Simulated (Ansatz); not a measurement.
Ru: several calculations on one system

### Relaxation

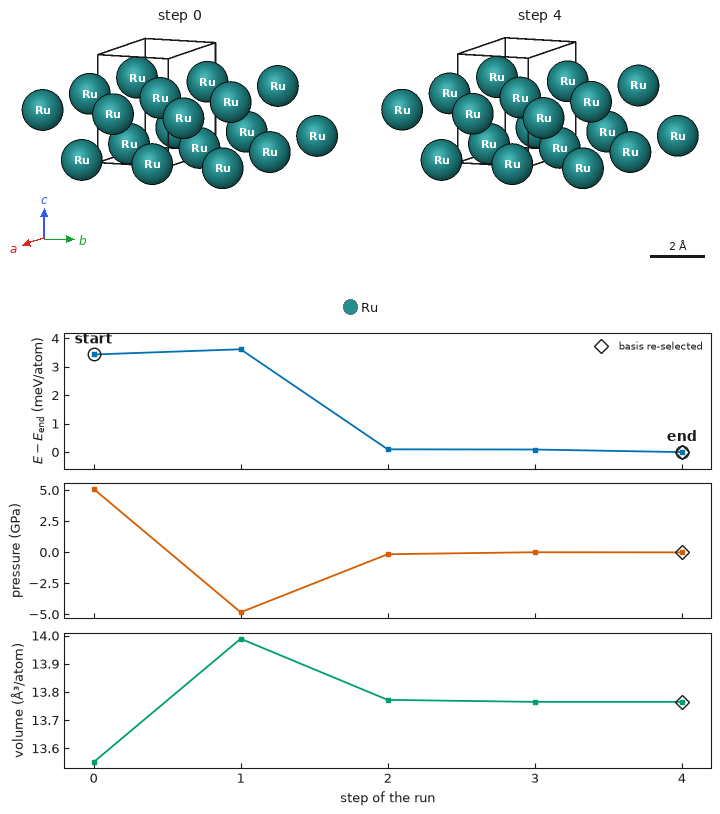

First and last geometry of a relaxation of a crystal of Ru (set up in P6_3/mmc), with the history of the run. The picture is a spheres-only view of the cell of the calculation, repeated 3 × 3 × 1 with one cell outlined, seen from a free direction.

Computed with DFT PBE, scalar-relativistic, plane waves, PAW in Ansatz.

Input file:
```yaml
crystal:
  lattice:
    - [2.70782634, 0.0, 0.0]
    - [-1.35391317, 2.3450464, 0.0]
    - [0.0, 0.0, 4.26810178]
  atoms:
    - { symbol: Ru, position: [0.33333333, 0.66666667, 0.25] }
    - { symbol: Ru, position: [0.66666667, 0.33333333, 0.75] }
basis:
  ecutwfc: 420
kpoints:
  mp_grid: { grid: [18, 18, 10] }
hamiltonian:
  xc: pbe
scf:
  occupations: { method: gaussian, width: 0.1 }
output:
  forces: true
  stress: true
  eigenvalues: true
  write_density: true
  write_potential: true
  elf: true
  volumetric_format: npy
relax:
  adjacent_minimum: "off"
  f_tol: 0.005
  max_steps: 80
  cell: { stress_tol: 0.05 }
```

Run as
```bash
ansatz run input.yaml --threads 4 --pin off --max-ram 8192MiB --backend cpu --events-out ev --progress --plain --runs-dir out
```

> What do the curves and the structures tell?

It converged. No atom moves by more than 0.005 Å relative to the cell. Cell: a = b 2.708 → 2.720 Å (+0.4 %), c 4.268 → 4.297 Å (+0.7 %). Volume +1.6 %. Near-neighbour distances that change, for instance: Ru1–Ru2 2.645 → 2.661 Å, Ru1–Ru1 2.708 → 2.720 Å. The space group stays P6_3/mmc (No. 194). The energy falls by 3.4 meV per atom in 3 accepted moves (4 points after the start). All forces vanish by symmetry, so only the cell relaxes. The pressure goes from 5.11 to −0.01 GPa. The SCF was repeated once at an unchanged geometry on a basis and grid sized afresh for the cell, which shifted the energy by 0.1 meV per atom at most.

### Relaxation

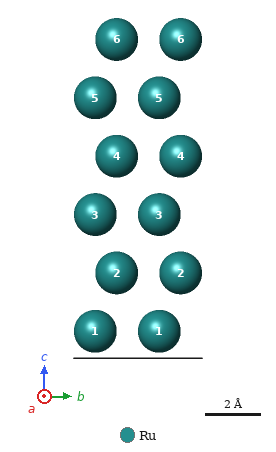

Starting structure of a slab of composition Ru (cut from the P6_3/mmc phase). Style: spheres-only. Shown: the 3 × 2 repeat of the cell, outlined in the plane, without the vacuum, along the a axis.

Case: (0 0 1) slab, atoms relaxed. The slab is the (0 0 1) face of Ru.

Method: DFT PBE, scalar-relativistic, plane waves, PAW in Ansatz.

Input
```yaml
crystal:
  lattice:
    - [2.7199966806, 0.0, 0.0]
    - [-1.3599983403, 2.3555862236, 0.0]
    - [0.0, 0.0, 25.7419270485]
  atoms:
    - { symbol: Ru, position: [0.6666666667, 0.3333333333, 0.2913534789] }
    - { symbol: Ru, position: [0.3333333333, 0.6666666667, 0.3748120874] }
    - { symbol: Ru, position: [0.6666666667, 0.3333333333, 0.4582706958] }
    - { symbol: Ru, position: [0.3333333333, 0.6666666667, 0.5417293042] }
    - { symbol: Ru, position: [0.6666666667, 0.3333333333, 0.6251879126] }
    - { symbol: Ru, position: [0.3333333333, 0.6666666667, 0.7086465211] }
basis:
  ecutwfc: 420
kpoints:
  mp_grid: { grid: [15, 15, 1] }
hamiltonian:
  xc: pbe
scf:
  occupations: { method: gaussian, width: 0.1 }
output:
  forces: true
  eigenvalues: true
  write_density: true
  write_potential: true
  elf: true
  volumetric_format: npy
relax:
  adjacent_minimum: "off"
  f_tol: 0.02
  max_steps: 60
efield:
  axis: 3
  dipole_correction: true
  ramp_width: 0.04
```

Run as
```bash
ansatz run input.yaml --threads 4 --pin off --max-ram 8192MiB --backend cpu --events-out ev --progress --plain --runs-dir out
```

Question: Predict the outcome.

Answer: Over 3 geometry steps the energy falls by 77.3 meV per cell of the calculation. Largest force component: 0.79 eV/Å at the start, 0.006 eV/Å at the end. The largest moves relative to the layer's centre, 0.076 Å, are those of Ru1 and Ru6. Ru6 goes along the normal (−c). The cell doesn't change. Near-neighbour distances that change, for instance: Ru1–Ru2 2.661 → 2.591 Å, Ru3–Ru4 2.661 → 2.687 Å. The run took 38 s on 4 threads of Arm Neoverse V1, on a shared host, peak memory 0.59 GiB.

The end point in the same view:

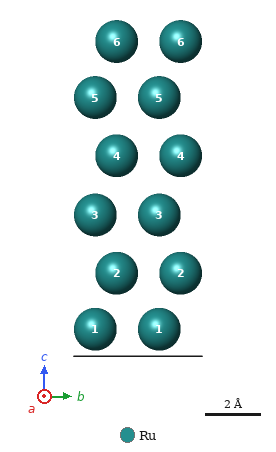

### A change

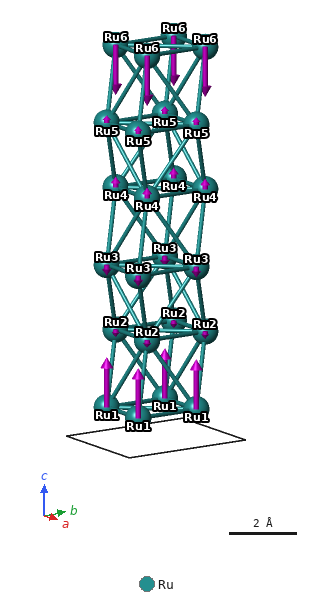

A (0 0 1) slab of Ru as cut from the relaxed bulk. The purple arrows show how the atoms are displaced, magnified 20 times. Style: ball-and-stick. Shown: the 2 × 2 repeat of the cell, outlined in the plane, without the vacuum, slightly off an axis.

Method: Ansatz 0.2.0, DFT PBE, scalar-relativistic, plane waves, PAW. (plane-wave cutoff 420 eV; occupations gaussian; smearing width 0.1 eV; no spin polarisation) The k-mesh is chosen for each cell (15×15×8, 15×15×1).

What was done to the structure, and with what result?

The atoms of the slab are relaxed at the bulk's in-plane cell. The surface energy (mean of the two faces) falls from 2.72 to 2.62 J/m². The top spacing, between the Ru and Ru planes, goes from 2.15 to 2.06 Å (−4.0 %), the bottom one (Ru to Ru) from 2.15 to 2.06 Å (−4.0 %). The cell stays as it was. The largest moves relative to the layer's centre, 0.076 Å, are those of Ru1 and Ru6. Ru6 goes along the normal (−c). Among the bonded contacts that change: Ru–Ru 2.661 → 2.591 to 2.687 Å.
